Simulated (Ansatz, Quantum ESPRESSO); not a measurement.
# Ballistic transmission: 1 layers of Mo in Al(111), on the host's sites, part 2 of 3

How well does the junction conduct in the ballistic limit? It is: 1 layers of Mo in Al(111), on the host's sites.

Quantum ESPRESSO 7.5; plane-wave DFT, PBE, GBRV ultrasoft pseudopotentials; cross-check by Ansatz 0.2.0 with PAW datasets.

So far. Step 2 (Ground state): The run needed 51 iterations to bring the estimated error under 1e-07 Ry; the largest force on any atom, held or free, is 0.66 eV/Å.

### Step 3. Transmission with pwcond.x

Level of this step: transmission by pwcond, lead and junction from one cell; plane-wave DFT, PBE, GBRV ultrasoft pseudopotentials (Quantum ESPRESSO).

prefixt takes both regions from one run: the lead from 0 to bdl, the scattering region from bdl to bds (units of alat). ikind = 1 puts the same lead on both sides. The program's T_tot counts both spins in a run without spin; the tables below give T per spin.

Input file cond.in:

```
&inputcond
  outdir = './out'
  prefixt = 'scf'
  tran_file = 'cond.dat'
  bdl = 2.4494897419
  bds = 17.1113821993
  ikind = 1
  ewind = 4.0
  epsproj = 1e-05
  nz1 = 7
  energy0 = 0.4
  denergy = -0.4
/
10
  0.00000000 0.00000000 0.01562500
  0.00000000 0.12500000 0.09375000
  0.00000000 0.25000000 0.09375000
  0.00000000 0.37500000 0.09375000
  0.00000000 0.50000000 0.04687500
  0.12500000 0.25000000 0.09375000
  0.12500000 0.37500000 0.18750000
  0.12500000 0.50000000 0.18750000
  0.25000000 0.50000000 0.09375000
  0.25000000 0.62500000 0.09375000
3
```

Started as:

```
> OMP_NUM_THREADS=1 mpirun -n 2 pwcond.x -in cond.in > cond.out
```

What it wrote:

```text
[banner, memory and clock lines left out]
Program PWCOND v.7.5 starts

          URL

     ./out/scf.save/

     IMPORTANT: XC functional enforced from input :
     Exchange-correlation= PBE
                           (   1   4   3   4   0   0   0)
     Any further DFT definition will be discarded
     Please, verify this is what you really want

     Reading collected, re-writing distributed wavefunctions

===== INPUT FILE containing all the regions =====

     GEOMETRY:

     lattice parameter (alat)  =       5.3984  a.u.
     the volume                =    2331.3712 (a.u.)^3
     the cross section         =      25.2384 (a.u.)^2
     l of the unit cell        =      17.1114 (alat)
     number of atoms/cell      =           21
     number of atomic types    =            2

     crystal axes: (cart. coord. in units of alat)
               a(1) = (  1.0000  0.0000  0.0000 )
               a(2) = (  0.5000  0.8660  0.0000 )
               a(3) = (  0.0000  0.0000 17.1114 )

   Cartesian axes

     site n.     atom                  positions (alat units)
          1        Al     tau(  1)=(  0.0000  0.0000 17.1114  )
          2        Al     tau(  2)=(  0.5000  0.2887  0.8165  )
          3        Al     tau(  3)=(  1.0000  0.5774  1.6330  )
          4        Al     tau(  4)=(  0.0000  0.0000  2.4495  )
          5        Al     tau(  5)=(  0.5000  0.2887  3.2660  )
          6        Al     tau(  6)=(  1.0000  0.5774  4.0825  )
          7        Al     tau(  7)=(  0.0000  0.0000  4.8990  )
          8        Al     tau(  8)=(  0.5000  0.2887  5.7155  )
          9        Al     tau(  9)=(  1.0000  0.5774  6.5320  )
         10        Mo     tau( 10)=(  0.0000  0.0000  7.3309  )
         11        Al     tau( 11)=(  0.5000  0.2887  8.1299  )
         12        Al     tau( 12)=(  1.0000  0.5774  8.9464  )
         13        Al     tau( 13)=(  0.0000  0.0000  9.7629  )
         14        Al     tau( 14)=(  0.5000  0.2887 10.5794  )
         15        Al     tau( 15)=(  1.0000  0.5774 11.3959  )
         16        Al     tau( 16)=(  0.0000  0.0000 12.2124  )
         17        Al     tau( 17)=(  0.5000  0.2887 13.0289  )
         18        Al     tau( 18)=(  1.0000  0.5774 13.8454  )
         19        Al     tau( 19)=(  0.0000  0.0000 14.6619  )
         20        Al     tau( 20)=(  0.5000  0.2887 15.4784  )
         21        Al     tau( 21)=(  1.0000  0.5774 16.2949  )

     nr1s                      =           24
     nr2s                      =           24
     nr3s                      =          375
     nr1sx                     =           24
     nr2sx                     =           24
     nr3sx                     =          375
     nr1                       =           25
     nr2                       =           25
     nr3                       =          432
     nr1x                      =           25
     nr2x                      =           25
     nr3x                      =          432

 _______________________________
  Radii of nonlocal spheres:

     type       ibeta     ang. mom.          radius (alat units)
       Al         1         0                    0.3554
       Al         2         1                    0.3554
       Al         3         2                    0.3554
       Mo         1         0                    0.4142
       Mo         2         0                    0.4142
       Mo         3         1                    0.4142
       Mo         4         1                    0.4142
       Mo         5         2                    0.4142
       Mo         6         2                    0.4142
----- General information -----

--- T calc. with identical leads (ikind=1) ---

     nrx                       =           24
     nry                       =           24
     nz1                       =            7

     energy0               =         4.0E-01
     denergy               =        -4.0E-01
     nenergy               =          3
     ecut2d                =         4.0E+01
     ewind                 =         4.0E+00
     epsproj               =         1.0E-05

     number of k_|| points=   10
                       cryst. coord.
        k(    1) = (   0.0000000   0.0000000), wk =   0.0156250
        k(    2) = (   0.0000000   0.1250000), wk =   0.0937500
        k(    3) = (   0.0000000   0.2500000), wk =   0.0937500
        k(    4) = (   0.0000000   0.3750000), wk =   0.0937500
        k(    5) = (   0.0000000   0.5000000), wk =   0.0468750
        k(    6) = (   0.1250000   0.2500000), wk =   0.0937500
        k(    7) = (   0.1250000   0.3750000), wk =   0.1875000
        k(    8) = (   0.1250000   0.5000000), wk =   0.1875000
        k(    9) = (   0.2500000   0.5000000), wk =   0.0937500
        k(   10) = (   0.2500000   0.6250000), wk =   0.0937500
----- Information about left/right lead -----

     nocros                   =            9
     noins                    =           18
     norb                     =           36
     norbf                    =          180
     nrz                      =           54

      iorb      type   ibeta   ang. mom.   m       position (alat)
        1        1       1        0        1   taunew(   1)=(  0.0000  0.0000  0.0000)
        2        1       2        1        1   taunew(   2)=(  0.0000  0.0000  0.0000)
        3        1       2        1        2   taunew(   3)=(  0.0000  0.0000  0.0000)
        4        1       2        1        3   taunew(   4)=(  0.0000  0.0000  0.0000)
        5        1       3        2        1   taunew(   5)=(  0.0000  0.0000  0.0000)
        6        1       3        2        2   taunew(   6)=(  0.0000  0.0000  0.0000)
        7        1       3        2        3   taunew(   7)=(  0.0000  0.0000  0.0000)
        8        1       3        2        4   taunew(   8)=(  0.0000  0.0000  0.0000)
        9        1       3        2        5   taunew(   9)=(  0.0000  0.0000  0.0000)
       10        1       1        0        1   taunew(  10)=(  0.5000  0.2887  0.8165)
       11        1       2        1        1   taunew(  11)=(  0.5000  0.2887  0.8165)
       12        1       2        1        2   taunew(  12)=(  0.5000  0.2887  0.8165)
       13        1       2        1        3   taunew(  13)=(  0.5000  0.2887  0.8165)
       14        1       3        2        1   taunew(  14)=(  0.5000  0.2887  0.8165)
       15        1       3        2        2   taunew(  15)=(  0.5000  0.2887  0.8165)
       16        1       3        2        3   taunew(  16)=(  0.5000  0.2887  0.8165)
       17        1       3        2        4   taunew(  17)=(  0.5000  0.2887  0.8165)
       18        1       3        2        5   taunew(  18)=(  0.5000  0.2887  0.8165)
[...]
131        1       3        2        1   taunew( 131)=(  0.5000  0.2887 10.5794)
      132        1       3        2        2   taunew( 132)=(  0.5000  0.2887 10.5794)
      133        1       3        2        3   taunew( 133)=(  0.5000  0.2887 10.5794)
      134        1       3        2        4   taunew( 134)=(  0.5000  0.2887 10.5794)
      135        1       3        2        5   taunew( 135)=(  0.5000  0.2887 10.5794)
      136        1       1        0        1   taunew( 136)=(  1.0000  0.5774 11.3959)
      137        1       2        1        1   taunew( 137)=(  1.0000  0.5774 11.3959)
      138        1       2        1        2   taunew( 138)=(  1.0000  0.5774 11.3959)
      139        1       2        1        3   taunew( 139)=(  1.0000  0.5774 11.3959)
      140        1       3        2        1   taunew( 140)=(  1.0000  0.5774 11.3959)
      141        1       3        2        2   taunew( 141)=(  1.0000  0.5774 11.3959)
      142        1       3        2        3   taunew( 142)=(  1.0000  0.5774 11.3959)
      143        1       3        2        4   taunew( 143)=(  1.0000  0.5774 11.3959)
      144        1       3        2        5   taunew( 144)=(  1.0000  0.5774 11.3959)
      145        1       1        0        1   taunew( 145)=(  0.0000  0.0000 12.2124)
      146        1       2        1        1   taunew( 146)=(  0.0000  0.0000 12.2124)
      147        1       2        1        2   taunew( 147)=(  0.0000  0.0000 12.2124)
      148        1       2        1        3   taunew( 148)=(  0.0000  0.0000 12.2124)
      149        1       3        2        1   taunew( 149)=(  0.0000  0.0000 12.2124)
      150        1       3        2        2   taunew( 150)=(  0.0000  0.0000 12.2124)
      151        1       3        2        3   taunew( 151)=(  0.0000  0.0000 12.2124)
      152        1       3        2        4   taunew( 152)=(  0.0000  0.0000 12.2124)
      153        1       3        2        5   taunew( 153)=(  0.0000  0.0000 12.2124)
      154        1       1        0        1   taunew( 154)=(  0.5000  0.2887 13.0289)
      155        1       2        1        1   taunew( 155)=(  0.5000  0.2887 13.0289)
      156        1       2        1        2   taunew( 156)=(  0.5000  0.2887 13.0289)
      157        1       2        1        3   taunew( 157)=(  0.5000  0.2887 13.0289)
      158        1       3        2        1   taunew( 158)=(  0.5000  0.2887 13.0289)
      159        1       3        2        2   taunew( 159)=(  0.5000  0.2887 13.0289)
      160        1       3        2        3   taunew( 160)=(  0.5000  0.2887 13.0289)
      161        1       3        2        4   taunew( 161)=(  0.5000  0.2887 13.0289)
      162        1       3        2        5   taunew( 162)=(  0.5000  0.2887 13.0289)
      163        1       1        0        1   taunew( 163)=(  1.0000  0.5774 13.8454)
      164        1       2        1        1   taunew( 164)=(  1.0000  0.5774 13.8454)
      165        1       2        1        2   taunew( 165)=(  1.0000  0.5774 13.8454)
      166        1       2        1        3   taunew( 166)=(  1.0000  0.5774 13.8454)
      167        1       3        2        1   taunew( 167)=(  1.0000  0.5774 13.8454)
      168        1       3        2        2   taunew( 168)=(  1.0000  0.5774 13.8454)
      169        1       3        2        3   taunew( 169)=(  1.0000  0.5774 13.8454)
      170        1       3        2        4   taunew( 170)=(  1.0000  0.5774 13.8454)
      171        1       3        2        5   taunew( 171)=(  1.0000  0.5774 13.8454)
      172        1       1        0        1   taunew( 172)=(  0.0000  0.0000 14.6619)
      173        1       2        1        1   taunew( 173)=(  0.0000  0.0000 14.6619)
      174        1       2        1        2   taunew( 174)=(  0.0000  0.0000 14.6619)
      175        1       2        1        3   taunew( 175)=(  0.0000  0.0000 14.6619)
      176        1       3        2        1   taunew( 176)=(  0.0000  0.0000 14.6619)
      177        1       3        2        2   taunew( 177)=(  0.0000  0.0000 14.6619)
      178        1       3        2        3   taunew( 178)=(  0.0000  0.0000 14.6619)
      179        1       3        2        4   taunew( 179)=(  0.0000  0.0000 14.6619)
      180        1       3        2        5   taunew( 180)=(  0.0000  0.0000 14.6619)
 ngper, shell number =           85          11
 ngper, n2d =           85          69
---  E-Ef =    0.4000000  k =    0.0000000   0.0000000
---  ie =          1  ik =          1
 Nchannels of the left tip =            1
 Right moving states:
   k1(2pi/a)   k2(2pi/a)   E-Ef (eV)
   0.0053868   0.0000004   0.4000000
 Left moving states:
   k1(2pi/a)   k2(2pi/a)   E-Ef (eV)
  -0.0053868   0.0000004   0.4000000

 to transmit
 Band j to band i transmissions and reflections:
    j         i     |T_ij|^2    |R_ij|^2

    1 -->     1     0.16224     0.83776
   Total T_j, R_j =    0.16224  0.83776

E-Ef(ev), T(x2 spins) =    0.4000000   0.3244887
---  E-Ef =    0.0000000  k =    0.0000000   0.0000000
---  ie =          2  ik =          1
 Nchannels of the left tip =            1
 Right moving states:
   k1(2pi/a)   k2(2pi/a)   E-Ef (eV)
  -0.0304649   0.0000004   0.0000000
 Left moving states:
   k1(2pi/a)   k2(2pi/a)   E-Ef (eV)
   0.0304649   0.0000004   0.0000000

 to transmit
 Band j to band i transmissions and reflections:
    j         i     |T_ij|^2    |R_ij|^2

    1 -->     1     0.14702     0.85298
   Total T_j, R_j =    0.14702  0.85298

E-Ef(ev), T(x2 spins) =    0.0000000   0.2940431
---  E-Ef =   -0.4000000  k =    0.0000000   0.0000000
---  ie =          3  ik =          1
 Nchannels of the left tip =            1
 Right moving states:
   k1(2pi/a)   k2(2pi/a)   E-Ef (eV)
  -0.0668729   0.0000004  -0.4000000
 Left moving states:
   k1(2pi/a)   k2(2pi/a)   E-Ef (eV)
   0.0668729   0.0000004  -0.4000000

 to transmit
 Band j to band i transmissions and reflections:
    j         i     |T_ij|^2    |R_ij|^2

    1 -->     1     0.13021     0.86979
   Total T_j, R_j =    0.13021  0.86979

E-Ef(ev), T(x2 spins) =   -0.4000000   0.2604297
 ngper, shell number =           85          45
 ngper, n2d =           85          71
[... further energies and points left out ...]
---  E-Ef =    0.4000000  k =    0.2500000   0.6250000
---  ie =          1  ik =         10
 Nchannels of the left tip =            1
 Right moving states:
   k1(2pi/a)   k2(2pi/a)   E-Ef (eV)
   0.2415719   0.0000005   0.4000000
 Left moving states:
   k1(2pi/a)   k2(2pi/a)   E-Ef (eV)
  -0.2415719   0.0000005   0.4000000

 to transmit
 Band j to band i transmissions and reflections:
    j         i     |T_ij|^2    |R_ij|^2

    1 -->     1     0.18027     0.81973
   Total T_j, R_j =    0.18027  0.81973

E-Ef(ev), T(x2 spins) =    0.4000000   0.3605461
---  E-Ef =    0.0000000  k =    0.2500000   0.6250000
---  ie =          2  ik =         10
 Nchannels of the left tip =            1
 Right moving states:
   k1(2pi/a)   k2(2pi/a)   E-Ef (eV)
   0.1732268   0.0000005   0.0000000
 Left moving states:
   k1(2pi/a)   k2(2pi/a)   E-Ef (eV)
  -0.1732268   0.0000005   0.0000000

 to transmit
 Band j to band i transmissions and reflections:
    j         i     |T_ij|^2    |R_ij|^2

    1 -->     1     0.15310     0.84690
   Total T_j, R_j =    0.15310  0.84690

E-Ef(ev), T(x2 spins) =    0.0000000   0.3062009
---  E-Ef =   -0.4000000  k =    0.2500000   0.6250000
---  ie =          3  ik =         10
 Nchannels of the left tip =            1
 Right moving states:
   k1(2pi/a)   k2(2pi/a)   E-Ef (eV)
   0.0849045   0.0000005  -0.4000000
 Left moving states:
   k1(2pi/a)   k2(2pi/a)   E-Ef (eV)
  -0.0849045   0.0000005  -0.4000000

 to transmit
 Band j to band i transmissions and reflections:
    j         i     |T_ij|^2    |R_ij|^2

    1 -->     1     0.00777     0.99223
   Total T_j, R_j =    0.00777  0.99223

E-Ef(ev), T(x2 spins) =   -0.4000000   0.0155425
   T_tot     0.40000      0.17622E+01
   T_tot     0.00000      0.11856E+01
   T_tot    -0.40000      0.12542E+01

Note: The following floating-point exceptions are signalling: IEEE_UNDERFLOW_FLAG
Note: The following floating-point exceptions are signalling: IEEE_UNDERFLOW_FLAG
```

It took 59 s on 2 MPI ranks of Arm Neoverse V2, shared host; peak memory 0.2 GiB; 2 min of CPU time.

Numbers from this step:

```
lead channels at the Fermi level, one spin : 1.141
transmission at the Fermi level, one spin  : 0.5928
conductance                                : 0.5928 G₀
```

Per spin; mean over the k mesh across the current. Open channels, zone mean against energy, zero at the Fermi level:

```tsv
energy (eV)	open channels, zone mean
-0.400	1.33
0.000	1.14
0.400	1.42
```

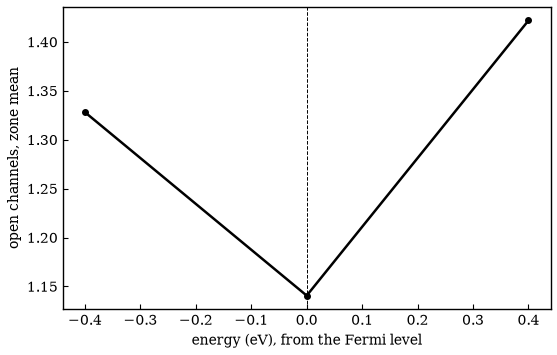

Open channels, zone mean, plotted against energy.

Per spin; mean over the k mesh across the current. The transmission, zone mean by energy, zero at the Fermi level:

```tsv
energy (eV)	transmission, zone mean
-0.400	0.627
0.000	0.593
0.400	0.881
```

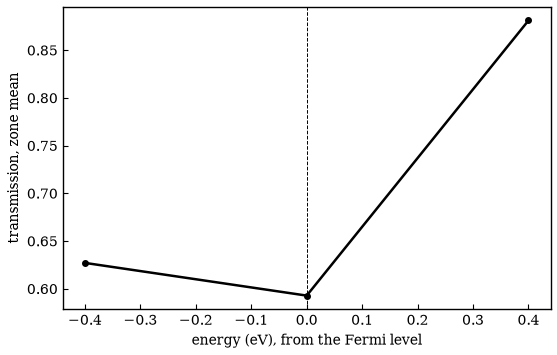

Transmission, zone mean, plotted against energy.

At 0.000 eV; k in fractions of b1, b2. Transmission by k point:

```tsv
k1	k2	weight	t	channels
0	0	0.01562	0.147	1
0	0.125	0.09375	0.004353	1
0	0.25	0.09375	0.9202	1
0	0.375	0.09375	1.028	2
0	0.5	0.04688	1.593	2
0.125	0.25	0.09375	0.4714	1
0.125	0.375	0.1875	0.6295	1
0.125	0.5	0.1875	0.4899	1
0.25	0.5	0.09375	0.6871	1
0.25	0.625	0.09375	0.1531	1
```

The program's own clock; routines nest. Time by routine:

```tsv
routine	wall time (s)	calls
PWCOND	58.36	1
scatter_forw	50.11	60
local	5.31	10
compbs	1.57	30
compbs_2	1.32	30
init	0.64	1
poten	0.07	1
```

The run is unpolarised; a magnetic state was not tried, may lie lower and would change T.

At no point does T exceed the number of channels.

[end of part 2 of 3]

[Logs are printed without paths, hosts, clocks, repeated set-up lines and the standing remarks that a program may print on its own settings, such as how far it seeks lower states.]

[Hosts, paths, dates, database ids (printed as entryN), source tags and the programs' standing remarks are cut or masked in the printed files.]

[Maps of the electrostatic potential energy from Ansatz leave out the sawtooth potential of an applied field or a dipole correction, so their vacuum need not be flat; planar profiles and work functions include it.]
